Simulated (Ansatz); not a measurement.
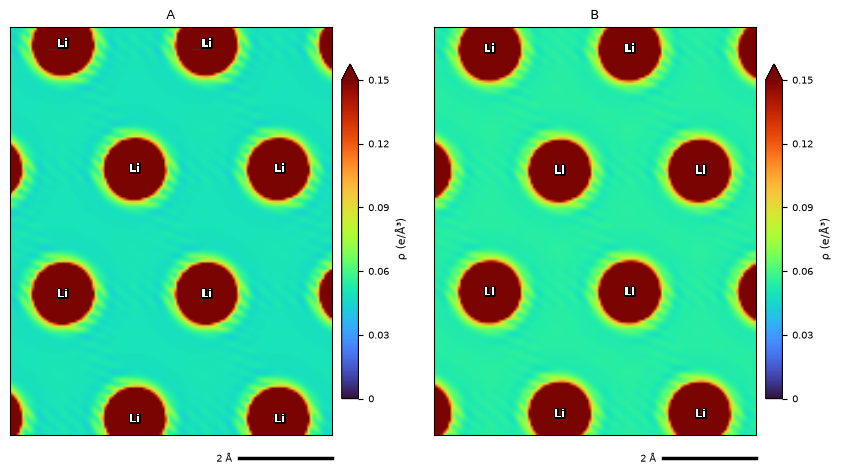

Li. The valence electron density of two cells that differ in size, on the (001) plane of each (indices in the axes of the calculation cell), at one length scale and on one colour scale; one has 20.1 and the other 21.8 Å³ an atom.

All numbers below come from DFT, PBE, PAW with Ansatz's default frozen-core files, scalar-relativistic in Ansatz 0.2.0.

Core electrons are frozen (PAW), and the valence fields are smoothed inside the atomic spheres.

Question: Which is the denser cell? Describe the effect of the change.

Answer: Panel B is the smaller cell, by 8 % in volume. From the larger cell to the smaller, Li–Li goes from 3.13 to 3.05 Å, and the density at its midpoint from 0.05 to 0.05 e/Å³; the pressure goes from −0.9 to 0.1 GPa.
